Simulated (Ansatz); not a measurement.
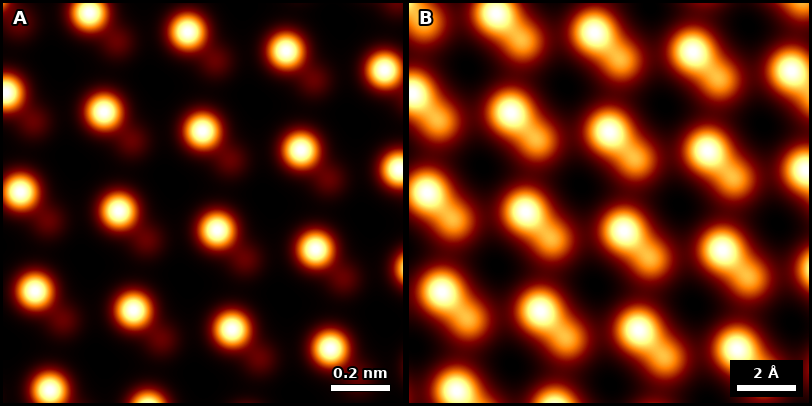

Two simulated images of the same area of AlAs (F-43m, No. 216) along [110], with a probe of 1.02 Å. One is incoherent Z contrast (Z^1.8 per atom), the other the projected potential of neutral atoms blurred by the probe (iDPC-like, thin sample). Brightness is counted from the darkest point of the image. Structure: coordinates from a relaxation with DFT PBE, scalar-relativistic, plane waves, PAW in Ansatz 0.2.0.

Question: Which panel is which, and how can one tell?

Answer: A is the Z-contrast image and B the potential image. The columns of 1 Al per repeat reach about 20 % of the brightest peak (1 As) in A but about 61 % in B, mainly since the potential grows much more slowly with atomic number.
